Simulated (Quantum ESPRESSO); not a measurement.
**Geometry relaxation, with input and output: Bi (part 1 of 3)**

- system: Bi (P-1, 2 atoms in the cell)
- method: Kohn-Sham DFT of a periodic cell, PW86PBE with D3(BJ), PseudoDojo 0.4.1 SR PBE standard, no spin polarisation (Quantum ESPRESSO 7.5)

The structure derives from an entry of the Crystallography Open Database.

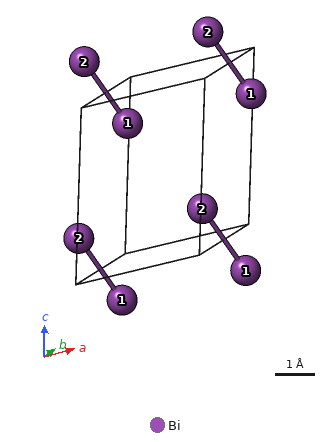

**Figure 1.** The structure as given in the input (ball-and-stick view of the cell of the calculation, set on other vectors, seen slightly off an axis; atoms are numbered from 1 in the order of the input). An atom can appear more than once, as a periodic image.

## Input file
```
&CONTROL
  calculation = 'relax'
  prefix = 'pwscf'
  outdir = './tmp'
  pseudo_dir = './pseudo'
  tprnfor = .true.
  disk_io = 'low'
  nstep = 40
  forc_conv_thr = 0.0004
  etot_conv_thr = 1d-05
/
&SYSTEM
  ibrav = 0
  nat = 2
  ntyp = 1
  ecutwfc = 66
  nbnd = 22
  input_dft = 'pw86pbe'
  occupations = 'smearing'
  smearing = 'fd'
  degauss = 0.00734986
  vdw_corr = 'grimme-d3'
  dftd3_version = 4
/
&ELECTRONS
  conv_thr = 4d-10
  electron_maxstep = 120
  mixing_beta = 0.5
/
&IONS
  ion_dynamics = 'bfgs'
/
ATOMIC_SPECIES
Bi   208.9804 Bi.upf
CELL_PARAMETERS angstrom
   3.3877149200   -3.0303949100    0.0556109700
   3.3898471700    3.0327231700   -0.0019158400
  -1.1442031600   -0.0295181300    3.0605892200
ATOMIC_POSITIONS crystal
Bi     0.3926656000    0.2174774300    0.1420387700
Bi     0.6073344000    0.7825225700    0.8579612300
K_POINTS automatic
3 3 5 0 0 0
```

Machine: 1 thread of Intel Xeon (Sapphire Rapids), 16 GiB of memory available, shared host.

Command:
```bash
OMP_NUM_THREADS=1 pw.x -in pw.in > pw.out
```

## Output
```
This program is part of the open-source Quantum ESPRESSO suite
     for quantum simulation of materials; please cite
         "P. Giannozzi et al., J. Phys.:Condens. Matter 21 395502 (2009);
         "P. Giannozzi et al., J. Phys.:Condens. Matter 29 465901 (2017);
         "P. Giannozzi et al., J. Chem. Phys. 152 154105 (2020);
          URL
     in publications or presentations arising from this work. More details at

     IMPORTANT: XC functional enforced from input :
     Exchange-correlation= PW86PBE
                           (   1   4  21   4   0   0   0)
     Any further DFT definition will be discarded
     Please, verify this is what you really want

     Message from routine setup:
     using ibrav=0 with symmetry is DISCOURAGED, use correct ibrav instead

     G-vector sticks info
     --------------------
     sticks:   dense  smooth     PW     G-vecs:    dense   smooth      PW
     Sum        1541    1541    435                30769    30769    4825

     Using Slab Decomposition

     bravais-lattice index     =            0
     lattice parameter (alat)  =       8.5900  a.u.
     unit-cell volume          =     425.5851 (a.u.)^3
     number of atoms/cell      =            2
     number of atomic types    =            1
     number of electrons       =        30.00
     number of Kohn-Sham states=           22
     kinetic-energy cutoff     =      66.0000  Ry
     charge density cutoff     =     264.0000  Ry
     scf convergence threshold =      4.0E-10
     mixing beta               =       0.5000
     number of iterations used =            8  plain     mixing
     energy convergence thresh.=      1.0E-05
     force convergence thresh. =      4.0E-04
     Exchange-correlation= PW86PBE
                           (   1   4  21   4   0   0   0)
     nstep                     =           40

     celldm(1)=   8.590047  celldm(2)=   0.000000  celldm(3)=   0.000000
     celldm(4)=   0.000000  celldm(5)=   0.000000  celldm(6)=   0.000000

     crystal axes: (cart. coord. in units of alat)
               a(1) = (   0.745264  -0.666657   0.012234 )
               a(2) = (   0.745733   0.667169  -0.000421 )
               a(3) = (  -0.251713  -0.006494   0.673300 )

     reciprocal axes: (cart. coord. in units 2 pi/alat)
               b(1) = (  0.669024 -0.747653  0.242904 )
               b(2) = (  0.668397  0.751927  0.257133 )
               b(3) = ( -0.011738  0.014056  1.480970 )

     PseudoPot. # 1 for Bi read from file:
     Bi.upf
     Pseudo is Norm-conserving + core correction, Zval = 15.0
     Generated using ONCVPSP code by D. R. Hamann
     Using radial grid of 1490 points,  6 beta functions with:
                l(1) =   0
                l(2) =   0
                l(3) =   1
                l(4) =   1
                l(5) =   2
                l(6) =   2

     atomic species   valence    mass     pseudopotential
     Bi               15.00   208.98040     Bi( 1.00)

      2 Sym. Ops., with inversion, found

   Cartesian axes

     site n.     atom                  positions (alat units)
         1        Bi     tau(   1) = (   0.4190666  -0.1176014   0.1003468  )
         2        Bi     tau(   2) = (   0.8202171   0.1116199   0.5847652  )

     --------------------------------------------
     DFT-D3 Dispersion Correction (3-body terms):
     --------------------------------------------
       Reference C6 values for interpolation:

         atom   Coordination number   C6
         Bi         0.000          1235.06
         Bi         0.982          1188.09
         Bi         1.966          1132.10
         Bi         2.950          1067.76

       Values used:

         atom   Coordination number  R0_AB[au]  C6      C8
         Bi         5.901            3.890   1067.76 147315.96
         Bi         5.901            3.890   1067.76 147315.96

         Molecular C6 ( Ry / a.u.^6 ) =      4271.05

     number of k points=    23  Fermi-Dirac smearing, width (Ry)=  0.0073
                       cart. coord. in units 2pi/alat
        k(    1) = (   0.0000000   0.0000000   0.0000000), wk =   0.0444444
        k(    2) = (  -0.0023476   0.0028111   0.2961940), wk =   0.0888889
        k(    3) = (  -0.0046951   0.0056222   0.5923881), wk =   0.0888889
        k(    4) = (   0.2227989   0.2506424   0.0857108), wk =   0.0888889
        k(    5) = (   0.2204513   0.2534535   0.3819049), wk =   0.0888889
        k(    6) = (   0.2181038   0.2562647   0.6780989), wk =   0.0888889
        k(    7) = (   0.2274940   0.2450202  -0.5066773), wk =   0.0888889
        k(    8) = (   0.2251464   0.2478313  -0.2104832), wk =   0.0888889
        k(    9) = (   0.2230082  -0.2492178   0.0809681), wk =   0.0888889
        k(   10) = (   0.2206606  -0.2464066   0.3771622), wk =   0.0888889
        k(   11) = (   0.2183130  -0.2435955   0.6733562), wk =   0.0888889
        k(   12) = (   0.2277033  -0.2548400  -0.5114200), wk =   0.0888889
        k(   13) = (   0.2253557  -0.2520289  -0.2152259), wk =   0.0888889
        k(   14) = (   0.4458070   0.0014247   0.1666790), wk =   0.0888889
        k(   15) = (   0.4434595   0.0042358   0.4628730), wk =   0.0888889
        k(   16) = (   0.4411119   0.0070469   0.7590671), wk =   0.0888889
        k(   17) = (   0.4505022  -0.0041976  -0.4257091), wk =   0.0888889
        k(   18) = (   0.4481546  -0.0013864  -0.1295151), wk =   0.0888889
        k(   19) = (   0.0002093  -0.4998602  -0.0047427), wk =   0.0888889
        k(   20) = (  -0.0021383  -0.4970491   0.2914513), wk =   0.0888889
        k(   21) = (  -0.0044858  -0.4942380   0.5876454), wk =   0.0888889
        k(   22) = (   0.0049044  -0.5054824  -0.5971308), wk =   0.0888889
        k(   23) = (   0.0025568  -0.5026713  -0.3009368), wk =   0.0888889

     Dense  grid:    30769 G-vectors     FFT dimensions: (  45,  45,  32)

     Initial potential from superposition of free atoms

     starting charge      29.9983, renormalised to      30.0000
     Starting wfcs are   18 randomized atomic wfcs +    4 random wfcs

     Self-consistent Calculation

     iteration #  1     ecut=    66.00 Ry     beta= 0.50
     Davidson diagonalization with overlap
     ethr =  1.00E-02,  avg # of iterations =  7.0

     Threshold (ethr) on eigenvalues was too large:
     Diagonalizing with lowered threshold

     Davidson diagonalization with overlap
     ethr =  4.04E-05,  avg # of iterations =  8.7

     total energy              =    -328.03679719 Ry
     estimated scf accuracy    <       0.01338173 Ry

     iteration #  2     ecut=    66.00 Ry     beta= 0.50
     Davidson diagonalization with overlap
     ethr =  4.46E-05,  avg # of iterations =  2.0

     total energy              =    -328.03775435 Ry
     estimated scf accuracy    <       0.00157374 Ry

     iteration #  3     ecut=    66.00 Ry     beta= 0.50
     Davidson diagonalization with overlap
     ethr =  5.25E-06,  avg # of iterations =  4.4

     total energy              =    -328.03795366 Ry
     estimated scf accuracy    <       0.00014801 Ry

     iteration #  4     ecut=    66.00 Ry     beta= 0.50
     Davidson diagonalization with overlap
     ethr =  4.93E-07,  avg # of iterations =  2.9

     total energy              =    -328.03797612 Ry
     estimated scf accuracy    <       0.00001360 Ry

     iteration #  5     ecut=    66.00 Ry     beta= 0.50
     Davidson diagonalization with overlap
     ethr =  4.53E-08,  avg # of iterations =  2.0

     total energy              =    -328.03797752 Ry
     estimated scf accuracy    <       0.00000071 Ry

     iteration #  6     ecut=    66.00 Ry     beta= 0.50
     Davidson diagonalization with overlap
     ethr =  2.38E-09,  avg # of iterations =  2.0

     total energy              =    -328.03797765 Ry
     estimated scf accuracy    <       0.00000004 Ry

     iteration #  7     ecut=    66.00 Ry     beta= 0.50
     Davidson diagonalization with overlap
     ethr =  1.28E-10,  avg # of iterations =  2.0

     total energy              =    -328.03797766 Ry
     estimated scf accuracy    <          3.6E-09 Ry

     iteration #  8     ecut=    66.00 Ry     beta= 0.50
     Davidson diagonalization with overlap
     ethr =  1.20E-11,  avg # of iterations =  2.0

     End of self-consistent calculation

          k = 0.0000 0.0000 0.0000 (  3821 PWs)   bands (ev):

   -14.0179 -12.7232 -12.6013 -11.9046 -11.7587 -11.6484 -11.5185 -11.3611
   -11.2429 -10.8029  -3.6327   4.0155   7.2869  10.2020  11.0697  15.0410
    15.1970  17.5934  17.8693  20.1293  20.4172  20.6900

          k =-0.0023 0.0028 0.2962 (  3842 PWs)   bands (ev):

   -14.0287 -12.7182 -12.6583 -11.8280 -11.7961 -11.6219 -11.5408 -11.2787
   -11.2396 -10.7718  -3.0549   3.8654   7.9068  10.3143  11.1807  11.6132
    13.5941  16.7072  18.8684  19.4835  20.5149  21.4453

          k =-0.0047 0.0056 0.5924 (  3859 PWs)   bands (ev):

   -14.0453 -12.7835 -12.6859 -11.8719 -11.6861 -11.5620 -11.5442 -11.2623
   -11.1608 -10.7213  -1.6082   2.9928   7.5742   9.6873  10.3418  11.5546
    13.3978  16.5794  17.8417  18.6863  18.8889  20.8094

          k = 0.2228 0.2506 0.0857 (  3835 PWs)   bands (ev):

   -14.0335 -12.7461 -12.6851 -11.9387 -11.7225 -11.6206 -11.5569 -11.2673
   -11.1817 -10.7612  -2.9810   1.2638   8.6712  10.6831  13.5132  13.6911
    15.2669  16.3055  16.7152  20.1870  21.7916  22.4768

          k = 0.2205 0.2535 0.3819 (  3852 PWs)   bands (ev):

   -14.0419 -12.7816 -12.6809 -11.8576 -11.7455 -11.6160 -11.5611 -11.2660
   -11.1402 -10.7366  -2.2462   1.2065   9.4248   9.5102  10.6582  14.2972
    15.3531  16.5380  17.0923  19.1624  20.0036  22.9511

          k = 0.2181 0.2563 0.6781 (  3865 PWs)   bands (ev):

   -14.0419 -12.7501 -12.6816 -11.8098 -11.7190 -11.6194 -11.5249 -11.2501
   -11.2032 -10.7445  -1.1649   2.5792   6.0908   9.4782  11.1767  12.5830
    13.4906  16.9072  17.8803  18.3203  20.3711  20.9219

          k = 0.2275 0.2450-0.5067 (  3859 PWs)   bands (ev):

   -14.0332 -12.7448 -12.6118 -11.8220 -11.7267 -11.6198 -11.5252 -11.3161
   -11.2048 -10.7765  -1.5911   4.2339   6.2982   8.0439  10.4413  12.8285
    13.2616  16.9506  17.5354  17.9151  20.5576  21.8673

          k = 0.2251 0.2478-0.2105 (  3847 PWs)   bands (ev):

   -14.0277 -12.7223 -12.6338 -11.8606 -11.7594 -11.5833 -11.5728 -11.3160
   -11.2206 -10.7929  -2.7012   2.5930   8.5508  10.2091  10.9787  12.5843
    14.4786  15.6616  17.6539  18.9662  20.4484  22.6611

          k = 0.2230-0.2492 0.0810 (  3845 PWs)   bands (ev):

   -14.0170 -12.7239 -12.6000 -11.8987 -11.7583 -11.6521 -11.5165 -11.3573
   -11.2433 -10.8071  -3.4388   3.4213   7.6101   8.5821  12.8636  14.8168
    14.9972  16.2850  17.9970  19.7619  21.0484  22.5375

          k = 0.2207-0.2464 0.3772 (  3868 PWs)   bands (ev):

   -14.0282 -12.7202 -12.6553 -11.8256 -11.7916 -11.6259 -11.5394 -11.2747
   -11.2409 -10.7753  -2.8386   3.4558   7.2819   9.9285  10.7161  12.6922
    13.3789  16.9659  19.0794  20.4919  21.9446  23.3455

          k = 0.2183-0.2436 0.6734 (  3857 PWs)   bands (ev):

   -14.0450 -12.7854 -12.6821 -11.8749 -11.6770 -11.5618 -11.5486 -11.2624
   -11.1578 -10.7250  -1.4229   2.8560   7.2187   9.2051  10.0576  11.6469
    13.9272  16.4288  18.0704  18.7187  20.3021  20.9154

          k = 0.2277-0.2548-0.5114 (  3854 PWs)   bands (ev):

   -14.0448 -12.7852 -12.6822 -11.8759 -11.6779 -11.5617 -11.5473 -11.2624
   -11.1576 -10.7258  -1.5072   2.9032   7.6889   9.5074  10.1002  11.0348
    14.4964  15.3870  17.6686  18.4385  19.1632  21.6003

          k = 0.2254-0.2520-0.2152 (  3850 PWs)   bands (ev):

   -14.0278 -12.7201 -12.6554 -11.8282 -11.7914 -11.6242 -11.5398 -11.2744
   -11.2405 -10.7767  -2.9142   3.5220   7.7837   9.7810  10.7842  12.9771
    13.8675  16.3497  18.0173  18.3085  20.9420  22.5368

          k = 0.4458 0.0014 0.1667 (  3843 PWs)   bands (ev):

   -14.0337 -12.7418 -12.6831 -11.9313 -11.7246 -11.6228 -11.5560 -11.2686
   -11.1847 -10.7666  -2.8153   1.4732   6.8787   9.5057  13.6545  14.2509
    16.0205  17.9590  20.4436  21.0892  21.2677  22.6168

          k = 0.4435 0.0042 0.4629 (  3860 PWs)   bands (ev):

   -14.0420 -12.7771 -12.6795 -11.8484 -11.7484 -11.6156 -11.5640 -11.2664
   -11.1440 -10.7418  -2.0656   1.4278   7.5802   9.1208   9.4348  15.5604
    16.0752  19.0852  19.5698  20.7025  21.6371  22.6784

          k = 0.4411 0.0070 0.7591 (  3858 PWs)   bands (ev):

   -14.0417 -12.7482 -12.6774 -11.8139 -11.7092 -11.6171 -11.5306 -11.2534
   -11.2039 -10.7495  -1.0433   2.7446   6.1974   8.8394   9.7921  11.8045
    14.1175  16.8302  18.3344  20.2667  22.2271  23.1748

          k = 0.4505-0.0042-0.4257 (  3867 PWs)   bands (ev):

   -14.0328 -12.7444 -12.6055 -11.8284 -11.7173 -11.6189 -11.5277 -11.3210
   -11.2038 -10.7817  -1.5273   4.3281   6.4257   8.0621   9.8508  12.3029
    13.4695  15.6371  16.5350  18.0811  22.5904  22.7511

          k = 0.4482-0.0014-0.1295 (  3846 PWs)   bands (ev):

   -14.0276 -12.7217 -12.6275 -11.8548 -11.7618 -11.5854 -11.5716 -11.3213
   -11.2194 -10.7986  -2.5892   2.7516   7.3377  10.2886  10.8772  12.1056
    14.5919  16.9098  18.3810  19.3958  21.4577  21.9488

          k = 0.0002-0.4999-0.0047 (  3842 PWs)   bands (ev):

   -14.0331 -12.7447 -12.6828 -11.9307 -11.7223 -11.6244 -11.5574 -11.2669
   -11.1828 -10.7662  -2.7925   1.3622   6.8843   9.7959  13.6561  14.5327
    15.9252  17.7181  19.9836  20.3622  21.0895  22.0115

          k =-0.0021-0.4970 0.2915 (  3855 PWs)   bands (ev):

   -14.0270 -12.7225 -12.6297 -11.8523 -11.7586 -11.5887 -11.5729 -11.3172
   -11.2202 -10.7974  -2.4980   2.6326   7.0683  10.0068  10.5064  12.1195
    14.8764  18.0426  20.1025  21.0256  22.4077  22.6147

          k =-0.0045-0.4942 0.5876 (  3873 PWs)   bands (ev):

   -14.0327 -12.7449 -12.6080 -11.8260 -11.7154 -11.6195 -11.5309 -11.3160
   -11.2049 -10.7807  -1.4278   4.1042   6.3649   7.9321   9.1718  12.8889
    13.9449  16.4380  17.3600  19.7054  20.8046  21.8409

          k = 0.0049-0.5055-0.5971 (  3870 PWs)   bands (ev):

   -14.0418 -12.7503 -12.6774 -11.8141 -11.7108 -11.6183 -11.5290 -11.2495
   -11.2035 -10.7490  -1.0657   2.5642   6.2694   8.8929  10.6970  12.4978
    13.7660  16.4712  18.0250  18.8186  19.6186  21.9556

          k = 0.0026-0.5027-0.3009 (  3860 PWs)   bands (ev):

   -14.0418 -12.7799 -12.6786 -11.8488 -11.7492 -11.6168 -11.5635 -11.2655
   -11.1406 -10.7418  -2.1084   1.2725   8.0060   9.5933  10.0507  14.9361
    16.1855  17.3300  18.4080  19.7105  20.1900  22.7851

     the Fermi energy is    11.7735 ev
```
